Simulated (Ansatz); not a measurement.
**Run report: HfSiO4, single-point calculation (part 1 of 2)**

System: HfSiO4 (48 atoms in the cell).
Method: DFT PBE, scalar-relativistic, plane waves, PAW, no spin polarisation (Ansatz 0.2.0).

The structure derives from an entry of the Crystallography Open Database. It belongs to a series of runs on one base structure; here: the perfect crystal in a cell of 48 atoms.

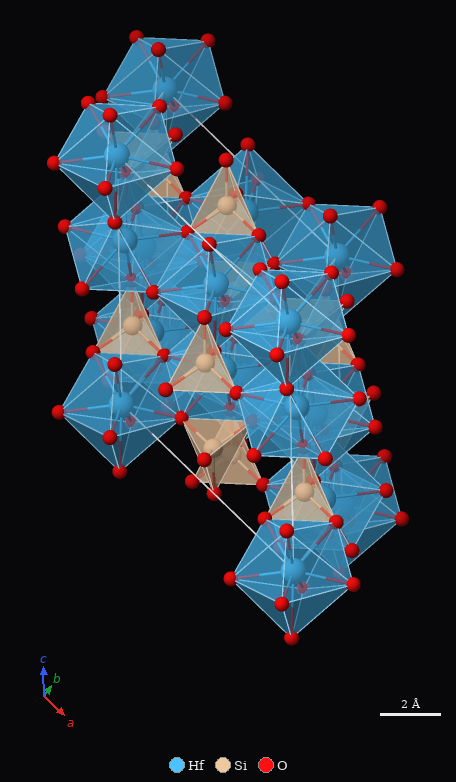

The structure as given in the input (polyhedral view of the cell of the calculation, seen slightly off an axis; polyhedra are completed across the faces of the cell). An atom can appear more than once, as a periodic image.

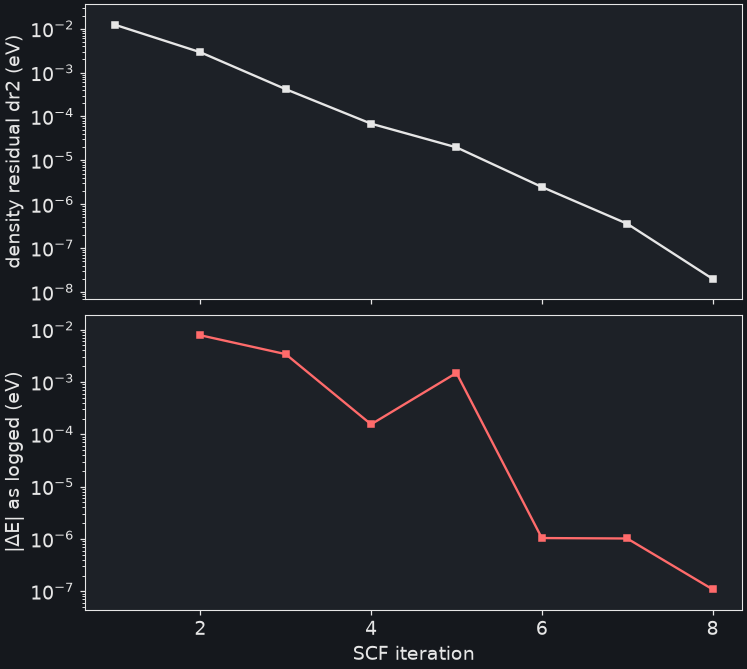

Convergence of the self-consistent field: density residual dr2 and size of the energy change against the SCF iteration. The residual falls at every step.

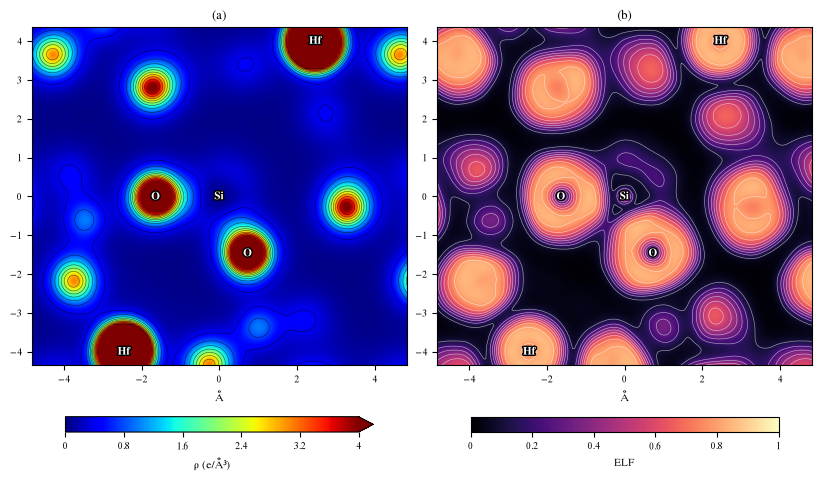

(a) valence electron density; (b) electron localisation function on the (010) plane of the calculation cell. Atoms in the plane: Hf, Si and O. Si–O (1.64 Å): ρ is about 1.2 e/Å³ halfway; the ELF peaks at about 0.85 between the atoms (a polar covalent bond). Away from the nuclei the density in this plane falls to 0.03 e/Å³ at its lowest. The strong features right at Hf lie inside the PAW spheres (semicore, d or f shells) and say nothing about bonding. The fields are those of the smooth PAW valence density.

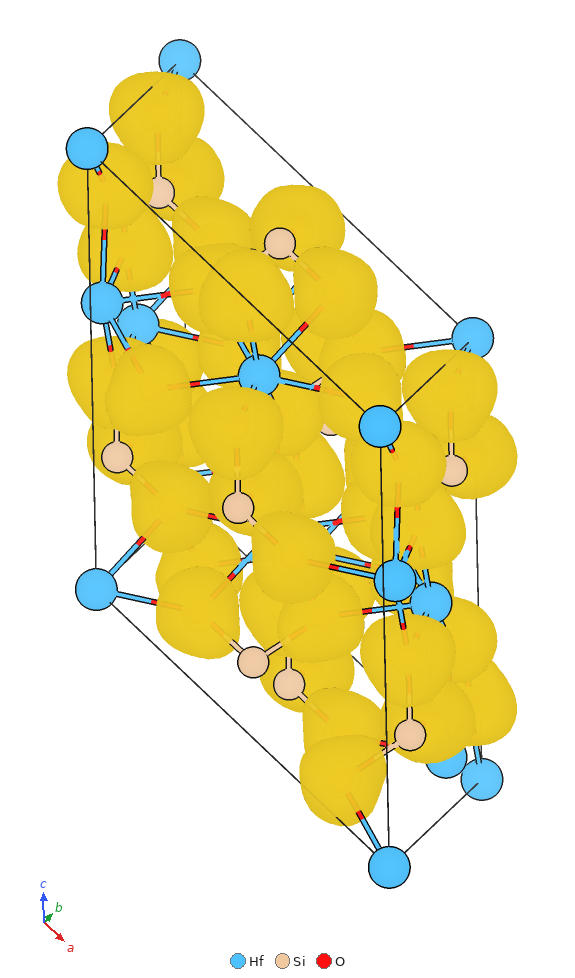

Isosurface of the electron localisation function at 0.7 (yellow), seen slightly off an axis. Only the valence region is drawn (cores and ρ < 0.01 e/Å³ removed). Sticks mark near contacts. The outline is the calculation cell. Values along the shortest contacts: Si–O (1.64 Å): the ELF peaks at about 0.85 between the atoms (a polar covalent bond). Hf–O (2.14 Å): the ELF peaks at about 0.85 in the valence shell of O, 0.6 Å from its nucleus, and drops to about 0.15 between the two atoms.

These pictures come from the run below.

Input file:
```yaml
crystal:
  lattice:
    - [0.0, 6.6454904175, -6.014447552]
    - [-6.6454904175, 0.0, 6.014447552]
    - [6.6454904175, 0.0, 6.014447552]
  atoms:
    - { symbol: Hf, position: [0.5, 0.375, 0.375] }
    - { symbol: Hf, position: [0.0, 0.125, 0.625] }
    - { symbol: Hf, position: [0.5, 0.875, 0.875] }
    - { symbol: Hf, position: [0.0, 0.625, 0.125] }
    - { symbol: Hf, position: [0.5, 0.25, 0.75] }
    - { symbol: Hf, position: [0.0, 0.0, 0.0] }
    - { symbol: Hf, position: [0.5, 0.75, 0.25] }
    - { symbol: Hf, position: [0.0, 0.5, 0.5] }
    - { symbol: Si, position: [1.0, 0.875, 0.375] }
    - { symbol: Si, position: [0.5, 0.625, 0.625] }
    - { symbol: Si, position: [1.0, 0.375, 0.875] }
    - { symbol: Si, position: [0.5, 0.125, 0.125] }
    - { symbol: Si, position: [0.5, 0.0, 0.5] }
    - { symbol: Si, position: [0.0, 0.75, 0.75] }
    - { symbol: Si, position: [0.5, 0.5, 0.0] }
    - { symbol: Si, position: [0.0, 0.25, 0.25] }
    - { symbol: O, position: [0.3158051757, 0.8173684738, 0.3173684738] }
    - { symbol: O, position: [0.8158051757, 0.5673684738, 0.5673684738] }
    - { symbol: O, position: [0.3158051757, 0.3173684738, 0.8173684738] }
    - { symbol: O, position: [0.8158051757, 0.0673684738, 0.0673684738] }
    - { symbol: O, position: [0.0, 0.6923684738, 0.3765632981] }
    - { symbol: O, position: [0.5, 0.4423684738, 0.6265632981] }
    - { symbol: O, position: [0.0, 0.1923684738, 0.8765632981] }
    - { symbol: O, position: [0.5, 0.9423684738, 0.1265632981] }
    - { symbol: O, position: [0.1841948243, 0.2515632981, 0.2515632981] }
    - { symbol: O, position: [0.6841948243, 0.0015632981, 0.5015632981] }
    - { symbol: O, position: [0.1841948243, 0.7515632981, 0.7515632981] }
    - { symbol: O, position: [0.6841948243, 0.5015632981, 0.0015632981] }
    - { symbol: O, position: [0.0, 0.8765632981, 0.1923684738] }
    - { symbol: O, position: [0.5, 0.6265632981, 0.4423684738] }
    - { symbol: O, position: [1.0, 0.3765632981, 0.6923684738] }
    - { symbol: O, position: [0.5, 0.1265632981, 0.9423684738] }
    - { symbol: O, position: [0.1841948243, 0.0576315262, 0.5576315262] }
    - { symbol: O, position: [0.6841948243, 0.8076315262, 0.8076315262] }
    - { symbol: O, position: [0.1841948243, 0.5576315262, 0.0576315262] }
    - { symbol: O, position: [0.6841948243, 0.3076315262, 0.3076315262] }
    - { symbol: O, position: [1.0, 0.2484367019, 0.4326315262] }
    - { symbol: O, position: [0.5, 0.9984367019, 0.6826315262] }
    - { symbol: O, position: [1.0, 0.7484367019, 0.9326315262] }
    - { symbol: O, position: [0.5, 0.4984367019, 0.1826315262] }
    - { symbol: O, position: [0.8158051757, 0.8734367019, 0.3734367019] }
    - { symbol: O, position: [0.3158051757, 0.6234367019, 0.6234367019] }
    - { symbol: O, position: [0.8158051757, 0.3734367019, 0.8734367019] }
    - { symbol: O, position: [0.3158051757, 0.1234367019, 0.1234367019] }
    - { symbol: O, position: [0.5, 0.1826315262, 0.4984367019] }
    - { symbol: O, position: [0.0, 0.9326315262, 0.7484367019] }
    - { symbol: O, position: [0.5, 0.6826315262, 0.9984367019] }
    - { symbol: O, position: [0.0, 0.4326315262, 0.2484367019] }
basis:
  ecutwfc: 420
  xc_grid: 2
kpoints:
  mp_grid: { grid: [2, 2, 2], shift: [0.5, 0.5, 0.5] }
hamiltonian:
  xc: pbe
scf:
  occupations: { method: gaussian, width: 0.01 }
output:
  forces: true
  stress: true
  eigenvalues: true
  write_density: true
  write_potential: true
  elf: true
  volumetric_format: npy
```

Command:
```bash
ansatz run input.yaml --threads 4 --pin off --max-ram 10240MiB --backend cpu --events-out ev --progress --plain --runs-dir out
```

Log:
```
Engine: ansatz 0.2.0, x86_64-unknown-linux-gnu
Pseudopotentials: kind: paw
Pseudopotential: Hf, paw, valence charge 26, recommended cutoff 420 eV (normal), Hf.paw.azcp
Pseudopotential: Si, paw, valence charge 4, recommended cutoff 420 eV (normal), Si.paw.azcp
Pseudopotential: O, paw, valence charge 6, recommended cutoff 420 eV (normal), O.paw.azcp
Functional definition: PBE
  parameter kappa = 0.804
  parameter beta = 0.06672455060314922
  exchange = pbe_x(kappa = kappa, mu = beta*pi^2/3)
  correlation = pbe_c(beta = beta)
Crystal: 48 atoms, lattice volume = 531.227 Å³
Basis set: ecut = 420 eV, 10349 PW (Γ), exchange–correlation on 120×120×120 points (8 copies of the dense FFT grid, shifted against one another)
Bands: 264, of which v1, the nominal top of the filled ones, is band 216 counted from 1 (215 counted from 0)
Symmetry: 64 space group operations
Space group: I41/amd (ITA 141), of the structure as read, at distance tolerance 8.1e-5 Å
k-points: 3 of 8
Non-local potential: Hf, projectors of the file, l = 0: 3, l = 1: 2, l = 2: 2, l = 3: 3
Non-local potential: Si, projectors of the file, l = 0: 2, l = 1: 2, l = 2: 2
Non-local potential: O, projectors of the file, l = 0: 2, l = 1: 2, l = 2: 1
PAW form: soft (Blöchl's): semilocal exchange-correlation on the pseudo side does not see the compensation charge
PAW one-centre angular grid: Hf, 590 points (default); XC on 64 Gauss nodes
PAW one-centre angular grid: Si, 110 points (default); XC on 64 Gauss nodes
PAW one-centre angular grid: O, 110 points (default); XC on 64 Gauss nodes
Initial density: superposition of atomic densities (neutral atoms: chi_scale 0, normalization atom), corrected by the library's trained network
Initial wavefunctions: pseudopotential atomic-orbital guess
Functional: x = pbe(κ = 0.804, μ = 0.2195149727645171), c = pbe(β = 0.06672455060314922)
SCF iter   1: F=—  HF=-149086.981021 eV  |F-HF|=—  |Δ(HF+E_count)|=         —  Δρ=1.97e-3  dr2=1.23e-2  ethr=1.77e-3  ⟨swp⟩=6.0  Hψ=2877  notcnv=0  defer=63
preconditioner: auto → Resta (q_TF=auto, 2.636 Å⁻¹)  ε∞=4.5  [insulator: Δε(μ)=5.315 eV  Ē_g=17.480 eV  σ=0.010 eV  W_gap=1.00  n_scr=160 (ndim 8)  ℏωp=32.9 eV  f_vac=0.051  D(μ)=0.00/eV (n_scr^D=0)  ε∞_Penn≈4.5]
SCF iter   2: F=—  HF=-149086.988827 eV  |F-HF|=—  |Δ(HF+E_count)|=   7.81e-3  Δρ=1.08e-3  dr2=2.91e-3  ethr=2.86e-6  ⟨swp⟩=2.3  Hψ=1564  notcnv=0  defer=122
SCF iter   3: F=—  HF=-149086.992228 eV  |F-HF|=—  |Δ(HF+E_count)|=   3.40e-3  Δρ=2.56e-4  dr2=4.19e-4  ethr=6.74e-7  ⟨swp⟩=2.0  Hψ=1276  notcnv=0  defer=122
SCF iter   4: F=—  HF=-149086.992383 eV  |F-HF|=—  |Δ(HF+E_count)|=   1.55e-4  Δρ=1.04e-4  dr2=6.86e-5  ethr=9.70e-8  ⟨swp⟩=2.0  Hψ=1314  notcnv=0  defer=122
SCF iter   5: F=—  HF=-149086.990898 eV  |F-HF|=—  |Δ(HF+E_count)|=   1.49e-3  Δρ=4.80e-5  dr2=1.98e-5  ethr=1.59e-8  ⟨swp⟩=2.0  Hψ=1122  notcnv=0  defer=122
SCF iter   6: F=—  HF=-149086.990899 eV  |F-HF|=—  |Δ(HF+E_count)|=   1.04e-6  Δρ=2.22e-5  dr2=2.48e-6  ethr=4.58e-9  ⟨swp⟩=2.0  Hψ=1317  notcnv=0  defer=122
SCF iter   7: F=—  HF=-149086.990900 eV  |F-HF|=—  |Δ(HF+E_count)|=   1.02e-6  Δρ=9.14e-6  dr2=3.60e-7  ethr=5.74e-10  ⟨swp⟩=2.0  Hψ=1222  notcnv=0  defer=122
SCF iter   8: F=-149086.990900 eV  HF=-149086.990900 eV  |F-HF|=1.01e-8  |Δ(HF+E_count)|=   1.09e-7  Δρ=2.03e-6  dr2=2.00e-8  ethr=2.31e-11  ⟨swp⟩=15.7  Hψ=5773  notcnv=0
SCF 1 converged in 8 iterations: F = -149086.990900 eV  dr2 = 2.00e-8
  greatest PAW one-centre occupation: 0.999 electrons in one spin orbital (limit 2), on the Hf atom at site 7 (counted from 0), in its partial waves of l = 0
SCF converged after 8 iterations
Free energy (F): -149086.990900 eV
Harris-Foulkes:  -149086.990900 eV  (|F-HF|=1.01e-8)
Internal energy: -149086.990900 eV  (E = F + TS)
E sigma→0 (E₀):  -149086.990900 eV
Fermi energy:    12.282443 eV
--- Per-component energies (eV) ---
  E_band       = -1031.454107
  E_kinetic    = 9366.893176
  E_local      = -64481.090458  (includes V_loc(G=0)·N_el)
  E_nonlocal   = -8217.094068
  E_hartree    = 28795.302597
  E_xc         = -5212.655699
  E_vxc        = -5530.696739  (∫ρ·V_xc dr)
  E_paw        = -64584.740973  (= ΣΔE_a)
  E_vpaw       = 10239.857472  (= ΣTr[D̂ρ^β])
  E_aug_tail   = 0.079985  (compensation charges beyond the density's cutoff)
  E_ewald      = -44753.685460
  E_smearing   = -0.000000  (= −TS)
  E_closure    = -0.000000  (closes the sum)
  Σ components = -149086.990900   (vs F -149086.990900, Δ=0.00e0)
```
